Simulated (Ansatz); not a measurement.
System: SiMo3.

Input file:

```
crystal:
  lattice:
    - [0.0, -4.9064535175, 0.0]
    - [0.0, 0.0, -4.9064535175]
    - [9.8129070351, 0.0, 0.0]
  atoms:
    - { symbol: Si, position: [1.0, 0.0, 0.5] }
    - { symbol: Si, position: [1.0, 0.0, 0.0] }
    - { symbol: Si, position: [0.5, 0.5, 0.25] }
    - { symbol: Si, position: [0.5, 0.5, 0.75] }
    - { symbol: Mo, position: [1.0, 0.5, 0.125] }
    - { symbol: Mo, position: [1.0, 0.5, 0.625] }
    - { symbol: Mo, position: [0.25, 0.0, 0.25] }
    - { symbol: Mo, position: [0.25, 0.0, 0.75] }
    - { symbol: Mo, position: [0.0, 0.5, 0.375] }
    - { symbol: Mo, position: [0.0, 0.5, 0.875] }
    - { symbol: Mo, position: [0.75, 1.0, 0.25] }
    - { symbol: Mo, position: [0.75, 1.0, 0.75] }
    - { symbol: Mo, position: [0.5, 0.25, 0.0] }
    - { symbol: Mo, position: [0.5, 0.25, 0.5] }
    - { symbol: Mo, position: [0.5, 0.75, 0.0] }
    - { symbol: Mo, position: [0.5, 0.75, 0.5] }
basis:
  ecutwfc: 420
kpoints:
  mp_grid: { grid: [8, 8, 4] }
hamiltonian:
  xc: pbe
scf:
  occupations: { method: gaussian, width: 0.15 }
output:
  forces: true
  stress: true
  eigenvalues: true
  write_density: true
  write_potential: true
  elf: true
  volumetric_format: npy
```

Run with:

```sh
ansatz run input.yaml --threads 2 --pin off --max-ram 5120MiB --backend cpu --events-out ev --progress --plain --runs-dir out
```

Space group Pm-3n; computed without spin polarisation.

Level of theory: DFT PBE, scalar-relativistic, plane waves, PAW (Ansatz 0.2.0).

### Predict the valence pseudo-density and electron localisation function between the atoms.

Mo–Mo (2.45 Å): ρ is about 0.63 e/Å³ halfway; the ELF is about 0.30 at the midpoint.
Si–Mo (2.74 Å): the density is about 0.31 e/Å³ at the midpoint; the ELF peaks at about 0.65 in the valence shell of Si, 0.9 Å from its nucleus, and is about 0.30 at the midpoint.

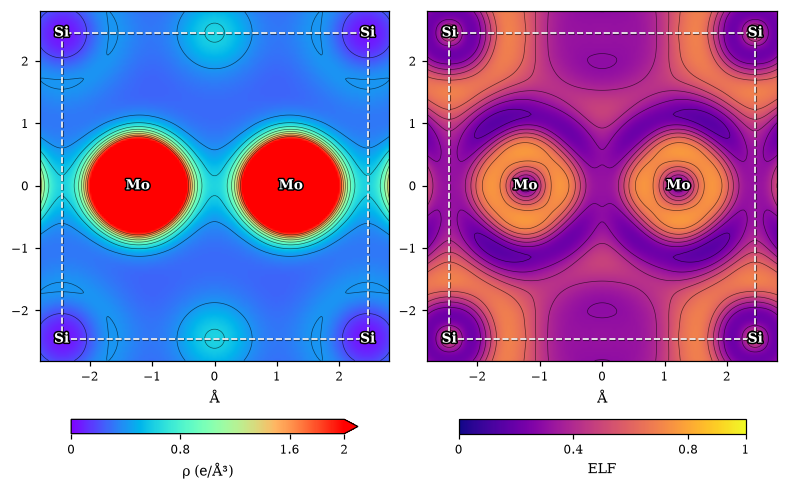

Computed valence pseudo-density and electron localisation function on the (001) plane of the calculation cell, in this order. 

The density is the valence pseudo-density of a PAW calculation; it isn't the true density close to the nuclei.
